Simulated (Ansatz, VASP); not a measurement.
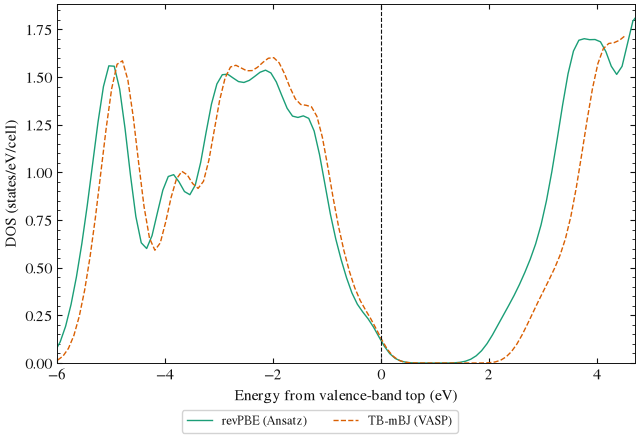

Total densities of states of zincblende BeTe, space group F-43m (No. 216), 2 atoms in the primitive cell (cubic a = 5.540 Å), by two methods on the same cell. The DOS curves are built from the levels of the k mesh with Gaussians 0.55 eV wide, which also blur the band edges; ripples of that width can come from the mesh. Each is counted from its own valence-band top.

Q: How do the methods compare?

A: revPBE (Ansatz) gives a gap of 1.92 eV and TB-mBJ (VASP) gives a gap of 2.53 eV.

Settings. revPBE (Ansatz): Ansatz PAW, no spin polarisation, no spin-orbit coupling, 8×8×8 k mesh, 420 eV cutoff, Fermi-Dirac smearing of 0.05 eV (Ansatz 0.2.0). TB-mBJ (VASP): VASP PAW PBE potentials, release 64 (Te, Be), no spin polarisation, no spin-orbit coupling, 8×8×8 k mesh, 520 eV cutoff, Fermi-Dirac smearing of 0.05 eV (VASP 6.6.1).

Gaps are the smallest over all k points computed. The two runs differ in program as well. Spin-orbit coupling is left out, which matters for Te. The PAW data sets were made with another functional. LDA, GGA and most meta-GGA functionals understate gaps. TB-mBJ (VASP): this is a model potential built to give gaps, with no total energy. The cell is at 6 GPa in revPBE.
